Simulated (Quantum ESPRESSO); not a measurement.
**A series of single points on Hf**

System: Hf (1 atom in the cell).
Method: Kohn-Sham DFT of a periodic cell, PBE, SSSP 1.3 efficiency PBE, no spin polarisation (Quantum ESPRESSO 7.5).

The 7 runs differ only in the geometry, by an even scaling of the cell at fixed fractional positions. The structure derives from an entry of the Crystallography Open Database.

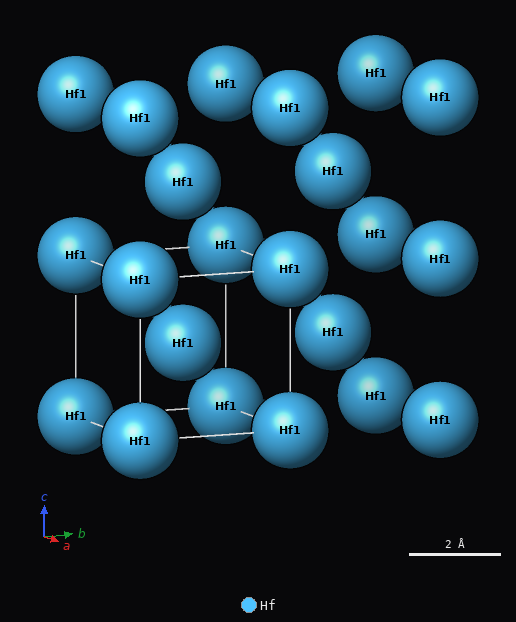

Figure 1. The structure of run 4 (spheres-only view of the cell 2 times as large as that of the calculation, set on its symmetry axes, repeated 1 × 2 × 2, seen slightly off an axis; atoms are numbered from 1 in the order of the input).

### The input of run 4
```
&CONTROL
  calculation = 'scf'
  prefix = 'pwscf'
  outdir = './tmp'
  pseudo_dir = './pseudo'
  tprnfor = .true.
  tstress = .true.
  disk_io = 'low'
/
&SYSTEM
  ibrav = 0
  nat = 1
  ntyp = 1
  ecutwfc = 60
  nbnd = 12
  occupations = 'smearing'
  smearing = 'fd'
  degauss = 0.00367493
/
&ELECTRONS
  conv_thr = 2d-10
  electron_maxstep = 120
  mixing_beta = 0.5
/
ATOMIC_SPECIES
Hf   178.4900 Hf-sp.oncvpsp.upf
CELL_PARAMETERS angstrom
  -1.8050000000    1.8050000000    1.8050000000
   1.8050000000   -1.8050000000    1.8050000000
   1.8050000000    1.8050000000   -1.8050000000
ATOMIC_POSITIONS crystal
Hf     0.0000000000    0.0000000000    0.0000000000
K_POINTS automatic
10 10 10 0 0 0
```

### File pp_density.in of run 4
```
&INPUTPP
  prefix = 'pwscf'
  outdir = './tmp'
  filplot = 'density.dat'
  plot_num = 0
/
&PLOT
  nfile = 1
  filepp(1) = 'density.dat'
  iflag = 3
  output_format = 6
  fileout = 'density.cube'
/
```

### File pp_potential.in of run 4
```
&INPUTPP
  prefix = 'pwscf'
  outdir = './tmp'
  filplot = 'potential.dat'
  plot_num = 11
/
&PLOT
  nfile = 1
  filepp(1) = 'potential.dat'
  iflag = 3
  output_format = 6
  fileout = 'potential.cube'
/
```

### File pp_elf.in of run 4
```
&INPUTPP
  prefix = 'pwscf'
  outdir = './tmp'
  filplot = 'elf.dat'
  plot_num = 8
/
&PLOT
  nfile = 1
  filepp(1) = 'elf.dat'
  iflag = 3
  output_format = 6
  fileout = 'elf.cube'
/
```

Command:
```bash
OMP_NUM_THREADS=1 pw.x -in pw.in > pw.out
OMP_NUM_THREADS=1 pp.x -in pp_density.in > pp_density.out
OMP_NUM_THREADS=1 pp.x -in pp_potential.in > pp_potential.out
OMP_NUM_THREADS=1 pp.x -in pp_elf.in > pp_elf.out
```

Run 5 has the same physical settings and fractional positions; its lattice vectors (Å) are:
```
  -1.816954    1.816954    1.816954
   1.816954   -1.816954    1.816954
   1.816954    1.816954   -1.816954
```

### Results, with one run withheld

```tsv
run	volume per atom (Å³)	free energy per atom, from the lowest run given (meV)	pressure (GPa)
1	22.112	0.03	1.10
2	22.582	0.00	−1.07
3	23.052	6.06	−3.05
4	23.523	17.67	−4.85
5	23.993	?	?
6	24.464	55.50	−7.96
7	24.934	80.84	−9.30
```

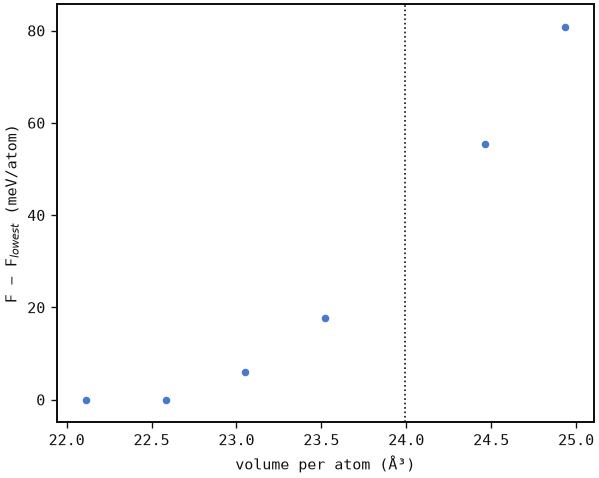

Figure 2. Free energy per atom of the runs given; the dotted line marks run 5.

Fit the runs given and predict run 5.

A cubic polynomial in V^(−2/3) (the Birch–Murnaghan form), fitted to the 6 runs given, misses them by under 0.01 meV per atom. With x = V^(−2/3) − 0.12220 Å⁻², it reads F = 14.392 − 7920.5 x + 1.0405e+06 x² − 1.7696e+06 x³ (meV per atom). At run 5 it gives 34.28 meV per atom, and the run itself gives 34.31. The slope of the fit gives a pressure −dF/dV of −6.47 GPa there, and the run prints −6.48 GPa. The fit has its minimum at 22.347 Å³ per atom, where V d²F/dV² gives 103 GPa: the bulk modulus at this level, since symmetry fixes the shape and the positions.

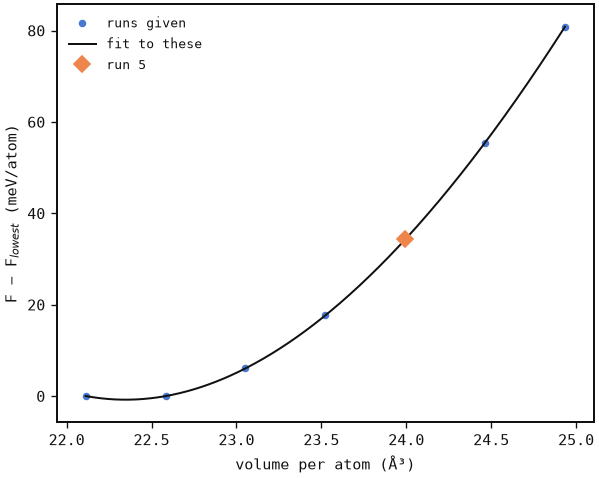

Figure 3. The fit and the withheld run.

### Some lines of the output (run 5)
```
[...]
     unit-cell volume          =     161.9155 (a.u.)^3
     number of k points=    47  Fermi-Dirac smearing, width (Ry)=  0.0037
     total energy              =    -112.81359458 Ry
     total energy              =    -112.81483408 Ry
     total energy              =    -112.81503814 Ry
     total energy              =    -112.81504592 Ry
     total energy              =    -112.81504639 Ry
     total energy              =    -112.81504683 Ry
     the Fermi energy is    13.1718 ev
!    total energy              =    -112.81504683 Ry
     The total energy is F=E-TS. E is the sum of the following terms:
     Computing stress (Cartesian axis) and pressure
          total   stress  (Ry/bohr**3)                   (kbar)     P=      -64.77
```

Notes: The record of the run, not the program, notes: elf/kin + US not fully implemented. Spin–orbit coupling is left out, which matters for Hf.
